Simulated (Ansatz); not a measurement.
## Geometry relaxation, with input and output: Hf$_{6}$HO$_{13}$ (part 1 of 6)

- system: Hf$_{6}$HO$_{13}$ (slab, 40 atoms in the cell)
- method: DFT PBE+D3(BJ), scalar-relativistic, plane waves, PAW (Ansatz 0.2.0)

The structure derives from an entry of the Crystallography Open Database. The run did not end well. The input holds or restrains some coordinates. Forces given for the steps count only the free coordinates. It belongs to a series of runs on one base structure; here: 1 H2O2 a cell, donor, over a top O site.

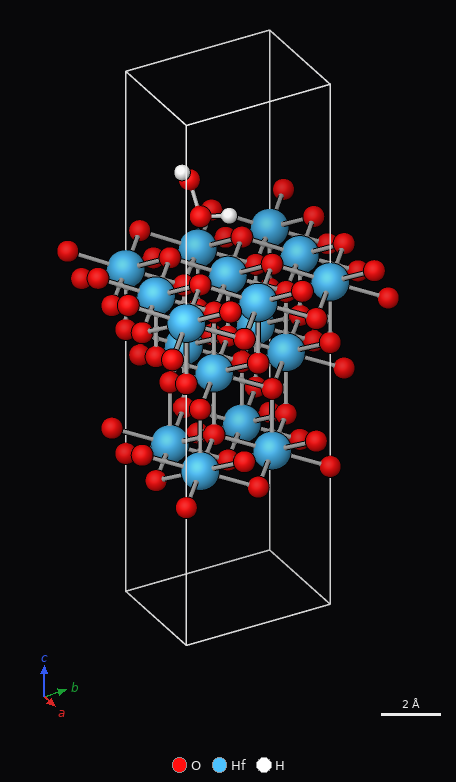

*The structure as given in the input (ball-and-stick view of the cell of the calculation, with the vacuum cut short, seen slightly off an axis; bonded neighbours outside the cell are drawn too). An atom can appear more than once, as a periodic image.*

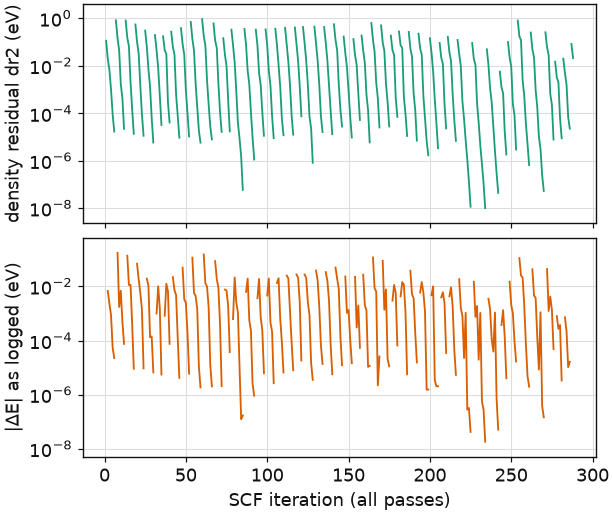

*Convergence of the self-consistent field: density residual dr2 and size of the energy change against the SCF iteration. Dotted lines part the SCF passes that the log prints in full.*

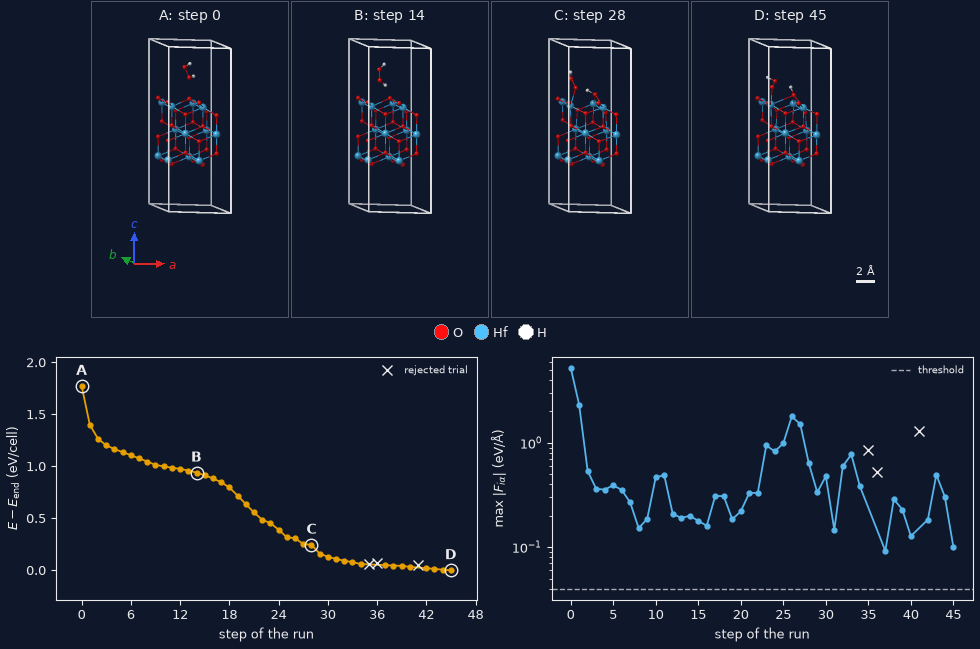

*Frames of the restrained relaxation (ball-and-stick view of the cell of the calculation, with the vacuum cut short (origin shifted), seen slightly off an axis) above the curves, on which the letters mark them (the first geometry is step 0 here and step 1 in the log).*

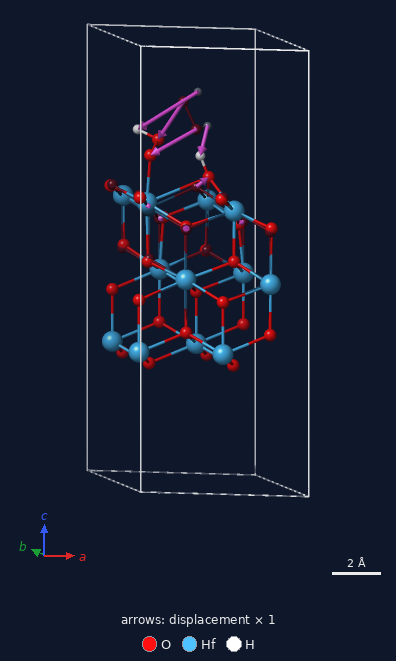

*Start (faint) and end (solid) with the displacements as pink arrows, at true length (ball-and-stick view of the cell of the calculation, with the vacuum cut short (origin shifted), seen slightly off an axis).*

The run was cut off at its time limit before the relaxation converged, so the last structure is only a point on the way. Over 45 geometry steps the energy falls by 1.773 eV per cell of the calculation. The largest force component goes from 5.3 to 0.1 eV/Å. The line search rejected the trial steps at points 35, 36, 41 (counted from 0) and went back. H39 moves most: 3.42 Å. Largest moves by element: H 3.42 Å, O 2.33 Å, Hf 0.25 Å. The cell doesn't change. Among the contacts that change: Hf32–O38 3.825 → 2.045 Å, O36–H40 2.640 → 0.976 Å, O38–H40 0.991 → 2.317 Å, Hf32–O36 2.219 → 2.877 Å. New bonds form: Hf32–O38 (3.83 → 2.05 Å), O36–H40 (2.64 → 0.98 Å). Bonds break: O38–H40 (0.99 → 2.32 Å). Among the angles that change: Hf29–O36–Hf32 107.9° → 92.3°, Hf30–O36–Hf32 107.9° → 93.0°, Hf29–O28–Hf32 109.4° → 121.4°. (Atoms are counted from 1 in the order of the input.)

The input that produced these results follows, with the program's output.

## The input
```yaml
crystal:
  lattice:
    - [7.1741418983, 0.0, 0.0]
    - [-3.5870709491, 6.2129891342, 0.0]
    - [0.0, 0.0, 27.0035779138]
  atoms:
    - { symbol: O, position: [0.5, 0.5, 0.2962570377] }
    - { symbol: O, position: [0.5, 0.0, 0.2962570377] }
    - { symbol: O, position: [0.0, 0.5, 0.2962570377] }
    - { symbol: O, position: [0.0, 0.0, 0.2962570377] }
    - { symbol: Hf, position: [0.3333333333, 0.1666666667, 0.3233722516] }
    - { symbol: Hf, position: [0.3333333333, 0.6666666667, 0.3233722516] }
    - { symbol: Hf, position: [0.8333333333, 0.1666666667, 0.3233722516] }
    - { symbol: Hf, position: [0.8333333333, 0.6666666667, 0.3233722516] }
    - { symbol: O, position: [0.6666666667, 0.3333333333, 0.3504874655] }
    - { symbol: O, position: [0.6666666667, 0.8333333333, 0.3504874655] }
    - { symbol: O, position: [0.1666666667, 0.3333333333, 0.3504874655] }
    - { symbol: O, position: [0.1666666667, 0.8333333333, 0.3504874655] }
    - { symbol: O, position: [0.8333333333, 0.6666666667, 0.4047178933] }
    - { symbol: O, position: [0.8333333333, 0.1666666667, 0.4047178933] }
    - { symbol: O, position: [0.3333333333, 0.6666666667, 0.4047178933] }
    - { symbol: O, position: [0.3333333333, 0.1666666667, 0.4047178933] }
    - { symbol: Hf, position: [0.6666666667, 0.3333333333, 0.4315712517] }
    - { symbol: Hf, position: [0.6666666667, 0.8333333333, 0.4315712517] }
    - { symbol: Hf, position: [0.1666666667, 0.3333333333, 0.4315712517] }
    - { symbol: Hf, position: [0.1666666667, 0.8333333333, 0.4315712517] }
    - { symbol: O, position: [0.0, 0.5, 0.4591189791] }
    - { symbol: O, position: [0.0, 0.0, 0.4591189791] }
    - { symbol: O, position: [0.5, 0.5, 0.4591189791] }
    - { symbol: O, position: [0.5, 0.0, 0.4591189791] }
    - { symbol: O, position: [0.1666666667, 0.8333333333, 0.5114459323] }
    - { symbol: O, position: [0.1666666667, 0.3333333333, 0.5114459323] }
    - { symbol: O, position: [0.6666666667, 0.8333333333, 0.5114459323] }
    - { symbol: O, position: [0.6666666667, 0.3333333333, 0.5114459323] }
    - { symbol: Hf, position: [0.0, 0.5, 0.5386985521] }
    - { symbol: Hf, position: [0.0, 0.0, 0.5386985521] }
    - { symbol: Hf, position: [0.5, 0.5, 0.5386985521] }
    - { symbol: Hf, position: [0.5, 0.0, 0.5386985521] }
    - { symbol: O, position: [0.3333333333, 0.6666666667, 0.5681823971] }
    - { symbol: O, position: [0.3333333333, 0.1666666667, 0.5681823971] }
    - { symbol: O, position: [0.8333333333, 0.6666666667, 0.5681823971] }
    - { symbol: O, position: [0.8333333333, 0.1666666667, 0.5681823971] }
    - { symbol: O, position: [0.7444313059, 0.1284568891, 0.7020424364] }
    - { symbol: O, position: [0.8333333333, 0.1666666667, 0.657800151] }
    - { symbol: H, position: [0.8066221782, 0.0518968531, 0.7200696771] }
    - { symbol: H, position: [0.9489531331, 0.3196368599, 0.6588148313] }
basis:
  ecutwfc: 420
kpoints:
  mp_grid: { grid: [3, 3, 1] }
hamiltonian:
  xc: pbe
  dispersion: d3bj
scf:
  occupations: { method: gaussian, width: 0.05 }
output:
  forces: true
  eigenvalues: true
  write_density: true
  write_potential: true
  elf: true
  volumetric_format: npy
relax:
  adjacent_minimum: "off"
  f_tol: 0.04
  max_steps: 100
  constraints: [{ sites: [0, 1, 2, 3, 4, 5, 6, 7, 8, 9, 10, 11, 12, 13, 14, 15] }]
efield:
  axis: 3
  dipole_correction: true
  ramp_width: 0.04
```

Command:
```bash
ansatz run input.yaml --threads 4 --pin off --max-ram 10240MiB --backend cpu --events-out ev --progress --plain --runs-dir out
```

## Output
```
Engine: ansatz 0.2.0, aarch64-unknown-linux-gnu
Pseudopotentials: kind: paw
Pseudopotential: O, paw, valence charge 6, recommended cutoff 420 eV (normal), O.paw.azcp
Pseudopotential: Hf, paw, valence charge 26, recommended cutoff 420 eV (normal), Hf.paw.azcp
Pseudopotential: H, paw, valence charge 1, recommended cutoff 420 eV (normal), H.paw.azcp
Functional definition: PBE
  parameter kappa = 0.804
  parameter beta = 0.06672455060314922
  exchange = pbe_x(kappa = kappa, mu = beta*pi^2/3)
  correlation = pbe_c(beta = beta)
Crystal: 40 atoms, lattice volume = 1203.627 Å³
Basis set: ecut = 420 eV, 23389 PW (Γ), exchange–correlation on 96×96×384 points (8 copies of the dense FFT grid, shifted against one another)
Bands: 282, of which v1, the nominal top of the filled ones, is band 235 counted from 1 (234 counted from 0)
Symmetry: 1 space group operations
Space group: P1 (ITA 1), of the structure as read, at distance tolerance 1.1e-4 Å
k-points: 5 of 9 (time reversal used)
Non-local potential: O, projectors of the file, l = 0: 2, l = 1: 2, l = 2: 1
Non-local potential: Hf, projectors of the file, l = 0: 3, l = 1: 2, l = 2: 2, l = 3: 3
Non-local potential: H, projectors of the file, l = 0: 2, l = 1: 1
PAW form: soft (Blöchl's): semilocal exchange-correlation on the pseudo side does not see the compensation charge
PAW one-centre angular grid: O, 110 points (default); XC on 64 Gauss nodes
PAW one-centre angular grid: Hf, 590 points (default); XC on 64 Gauss nodes
PAW one-centre angular grid: H, 110 points (default); XC on 64 Gauss nodes
Initial density: superposition of atomic densities (neutral atoms: chi_scale 0, normalization atom), corrected by the library's trained network
Initial wavefunctions: pseudopotential atomic-orbital guess
Functional: x = pbe(κ = 0.804, μ = 0.2195149727645171), c = pbe(β = 0.06672455060314922)
SCF iter   1: F=—  HF=-203501.252638 eV  |F-HF|=—  |Δ(HF+E_count)|=         —  Δρ=3.15e-3  dr2=1.15e-1  ethr=1.77e-3  p=-0.042 e·Å  D=-6.26e-3 V/Å  ΔV_dip=0.17 eV  dr2_dipole=4.82e-4  V_vac-E_F(+/−)=4.27/4.10 eV  ⟨swp⟩=7.2  Hψ=5765  notcnv=0  defer=20
efield: sawtooth ramp at fractional position 0.9882 (placed from the atoms, in the widest stretch of the axis that holds none; the zero of the levels goes with the place), width 0.0400; the density the first Hamiltonian is built on has a dipole p = -0.042 e·Å; the dipole correction subtracts the counter field D = -6.26e-3 V/Å, which shifts the + side's vacuum level by +0.17 eV against the − side's; the planar-averaged density in the ramp window peaks in size at 3.2e-5 e/Å³
preconditioner: auto → Resta (q_TF=auto, 2.333 Å⁻¹)  ε∞=2.7  [insulator: Δε(μ)=3.813 eV  Ē_g=17.442 eV  σ=0.050 eV  W_gap=1.00  n_scr=266 (ndim 8)  ℏωp=22.6 eV  f_vac=0.620  D(μ)=0.00/eV (n_scr^D=0)  ε∞_Penn≈2.7  vacuum switching on, ρ_ref=2.2e-2 e/Å³]
SCF iter   2: F=—  HF=-203501.245848 eV  |F-HF|=—  |Δ(HF+E_count)|=   6.79e-3  Δρ=1.68e-3  dr2=2.00e-2  ethr=2.46e-5  p=-0.030 e·Å  D=-4.50e-3 V/Å  ΔV_dip=0.12 eV  dr2_dipole=1.72e-4  V_vac-E_F(+/−)=4.10/3.98 eV  ⟨swp⟩=3.0  Hψ=2791  notcnv=0  defer=185
SCF iter   3: F=—  HF=-203501.248175 eV  |F-HF|=—  |Δ(HF+E_count)|=   2.33e-3  Δρ=7.88e-4  dr2=6.89e-3  ethr=4.25e-6  p=-0.009 e·Å  D=-1.32e-3 V/Å  ΔV_dip=0.04 eV  dr2_dipole=9.65e-13  V_vac-E_F(+/−)=4.03/4.00 eV  ⟨swp⟩=2.0  Hψ=2153  notcnv=0  defer=185
SCF iter   4: F=—  HF=-203501.249052 eV  |F-HF|=—  |Δ(HF+E_count)|=   8.77e-4  Δρ=3.11e-4  dr2=1.03e-3  ethr=1.47e-6  p=0.005 e·Å  D=6.78e-4 V/Å  ΔV_dip=-0.02 eV  dr2_dipole=6.37e-10  V_vac-E_F(+/−)=3.97/3.99 eV  ⟨swp⟩=3.0  Hψ=2307  notcnv=0  defer=185
SCF iter   5: F=—  HF=-203501.249106 eV  |F-HF|=—  |Δ(HF+E_count)|=   5.44e-5  Δρ=9.71e-5  dr2=9.13e-5  ethr=2.19e-7  p=0.007 e·Å  D=1.04e-3 V/Å  ΔV_dip=-0.03 eV  dr2_dipole=4.05e-8  V_vac-E_F(+/−)=3.95/3.98 eV  ⟨swp⟩=3.0  Hψ=2261  notcnv=0  defer=185
SCF iter   6: F=-203501.249133 eV  HF=-203501.249129 eV  |F-HF|=4.58e-6  |Δ(HF+E_count)|=   2.26e-5  Δρ=4.22e-5  dr2=1.70e-5  ethr=8.51e-9  p=0.006 e·Å  D=9.70e-4 V/Å  ΔV_dip=-0.03 eV  dr2_dipole=1.61e-8  V_vac-E_F(+/−)=3.95/3.98 eV  ⟨swp⟩=23.2  Hψ=17536  notcnv=0
SCF 1 converged in 6 iterations: F = -203501.249133 eV  dr2 = 1.70e-5
  greatest PAW one-centre occupation: 0.999 electrons in one spin orbital (limit 2), on the Hf atom at site 19 (counted from 0), in its partial waves of l = 3
relax step   1: F+E_penalty+E_count = -203501.24913330 eV  Δ(F+E_penalty+E_count) = +0.000e0 eV  max|allowed force component| = 5.277e0 eV/Å  Δτ_max = 0.0000 Å  (6 SCF iters, dr2 threshold 4.00e-5 eV, accepted)
Initial density: handed on by an earlier stage of this run
Initial wavefunctions: those handed on with the density
iter 1 solved again at ethr=1.75e-4 eV; its pass at ethr=3.10e-3 eV (dr2=8.21e-1 eV) is discarded
SCF iter   1: F=—  HF=-203501.803424 eV  |F-HF|=—  |Δ(HF+E_count)|=         —  Δρ=1.59e-2  dr2=8.36e-1  ethr=1.75e-4  p=0.006 e·Å  D=9.70e-4 V/Å  ΔV_dip=-0.03 eV  dr2_dipole=4.09e-4  V_vac-E_F(+/−)=4.14/4.17 eV  ⟨swp⟩=2.0  Hψ=5307  notcnv=0  defer=171
efield: sawtooth ramp at fractional position 0.9882 (handed on by an earlier solve), width 0.0400; the density the first Hamiltonian is built on has a dipole p = 0.006 e·Å; the dipole correction subtracts the counter field D = 9.70e-4 V/Å, which shifts the + side's vacuum level by -0.03 eV against the − side's; the planar-averaged density in the ramp window peaks in size at 2.7e-6 e/Å³
preconditioner: auto → Resta (q_TF=auto, 2.333 Å⁻¹)  ε∞=2.7  [insulator: Δε(μ)=3.999 eV  Ē_g=17.423 eV  σ=0.050 eV  W_gap=1.00  n_scr=266 (ndim 8)  ℏωp=22.6 eV  f_vac=0.621  D(μ)=0.00/eV (n_scr^D=0)  ε∞_Penn≈2.7  vacuum switching on, ρ_ref=2.2e-2 e/Å³]
SCF iter   2: F=—  HF=-203501.630752 eV  |F-HF|=—  |Δ(HF+E_count)|=   1.73e-1  Δρ=7.11e-3  dr2=1.48e-1  ethr=1.75e-4  p=-0.031 e·Å  D=-4.73e-3 V/Å  ΔV_dip=0.13 eV  dr2_dipole=5.22e-6  V_vac-E_F(+/−)=4.27/4.14 eV  ⟨swp⟩=3.0  Hψ=2521  notcnv=0  defer=171
SCF iter   3: F=—  HF=-203501.629014 eV  |F-HF|=—  |Δ(HF+E_count)|=   1.74e-3  Δρ=2.64e-3  dr2=4.56e-2  ethr=3.16e-5  p=-0.043 e·Å  D=-6.44e-3 V/Å  ΔV_dip=0.17 eV  dr2_dipole=1.27e-4  V_vac-E_F(+/−)=4.30/4.13 eV  ⟨swp⟩=3.0  Hψ=2538  notcnv=0  defer=171
SCF iter   4: F=—  HF=-203501.622146 eV  |F-HF|=—  |Δ(HF+E_count)|=   6.87e-3  Δρ=6.96e-4  dr2=1.72e-3  ethr=9.70e-6  p=-0.024 e·Å  D=-3.55e-3 V/Å  ΔV_dip=0.10 eV  dr2_dipole=8.18e-7  V_vac-E_F(+/−)=4.24/4.15 eV  ⟨swp⟩=3.0  Hψ=2730  notcnv=0  defer=184
SCF iter   5: F=—  HF=-203501.622640 eV  |F-HF|=—  |Δ(HF+E_count)|=   4.94e-4  Δρ=2.04e-4  dr2=4.31e-4  ethr=3.66e-7  p=-0.017 e·Å  D=-2.59e-3 V/Å  ΔV_dip=0.07 eV  dr2_dipole=6.17e-6  V_vac-E_F(+/−)=4.21/4.14 eV  ⟨swp⟩=3.0  Hψ=2928  notcnv=0  defer=185
SCF iter   6: F=-203501.622558 eV  HF=-203501.622564 eV  |F-HF|=6.03e-6  |Δ(HF+E_count)|=   7.55e-5  Δρ=5.52e-5  dr2=2.23e-5  ethr=2.13e-8  p=-0.015 e·Å  D=-2.27e-3 V/Å  ΔV_dip=0.06 eV  dr2_dipole=8.89e-8  V_vac-E_F(+/−)=4.21/4.15 eV  ⟨swp⟩=23.6  Hψ=17331  notcnv=0
SCF 2 converged in 6 iterations: F = -203501.622558 eV  dr2 = 2.23e-5
[... from here on the iterations of each SCF are left out, up to the last one ...]
relax step   2: F+E_penalty+E_count = -203501.62255810 eV  Δ(F+E_penalty+E_count) = -3.734e-1 eV  max|allowed force component| = 2.316e0 eV/Å  Δτ_max = 0.1945 Å  (6 SCF iters, dr2 threshold 1.00e-4 eV, accepted)
[... from here on the SCF iterations and repeated set-up lines of each step are left out, up to the last step ...]
SCF 3 converged in 6 iterations: F = -203501.757913 eV  dr2 = 1.39e-5
relax step   3: F+E_penalty+E_count = -203501.75791315 eV  Δ(F+E_penalty+E_count) = -1.354e-1 eV  max|allowed force component| = 5.373e-1 eV/Å  Δτ_max = 0.1975 Å  (6 SCF iters, dr2 threshold 1.00e-4 eV, accepted)
SCF 4 converged in 6 iterations: F = -203501.819669 eV  dr2 = 1.14e-5
relax step   4: F+E_penalty+E_count = -203501.81966917 eV  Δ(F+E_penalty+E_count) = -6.176e-2 eV  max|allowed force component| = 3.629e-1 eV/Å  Δτ_max = 0.2000 Å  (6 SCF iters, dr2 threshold 1.80e-5 eV, accepted)
SCF 5 converged in 6 iterations: F = -203501.856968 eV  dr2 = 5.88e-6
relax step   5: F+E_penalty+E_count = -203501.85696767 eV  Δ(F+E_penalty+E_count) = -3.730e-2 eV  max|allowed force component| = 3.563e-1 eV/Å  Δτ_max = 0.1958 Å  (6 SCF iters, dr2 threshold 8.23e-6 eV, accepted)
SCF 6 converged in 5 iterations: F = -203501.885560 eV  dr2 = 3.25e-5
relax step   6: F+E_penalty+E_count = -203501.88555998 eV  Δ(F+E_penalty+E_count) = -2.859e-2 eV  max|allowed force component| = 3.923e-1 eV/Å  Δτ_max = 0.1960 Å  (5 SCF iters, dr2 threshold 5.79e-5 eV, accepted)
SCF 7 converged in 5 iterations: F = -203501.914807 eV  dr2 = 4.15e-5
relax step   7: F+E_penalty+E_count = -203501.91480748 eV  Δ(F+E_penalty+E_count) = -2.925e-2 eV  max|allowed force component| = 3.539e-1 eV/Å  Δτ_max = 0.1949 Å  (5 SCF iters, dr2 threshold 1.00e-4 eV, accepted)
SCF 8 converged in 6 iterations: F = -203501.945763 eV  dr2 = 9.47e-6
relax step   8: F+E_penalty+E_count = -203501.94576263 eV  Δ(F+E_penalty+E_count) = -3.096e-2 eV  max|allowed force component| = 2.681e-1 eV/Å  Δτ_max = 0.1954 Å  (6 SCF iters, dr2 threshold 1.00e-4 eV, accepted)
SCF 9 converged in 6 iterations: F = -203501.976216 eV  dr2 = 1.06e-5
relax step   9: F+E_penalty+E_count = -203501.97621647 eV  Δ(F+E_penalty+E_count) = -3.045e-2 eV  max|allowed force component| = 1.522e-1 eV/Å  Δτ_max = 0.1954 Å  (6 SCF iters, dr2 threshold 4.13e-5 eV, accepted)
SCF 10 converged in 7 iterations: F = -203502.008503 eV  dr2 = 5.82e-6
```
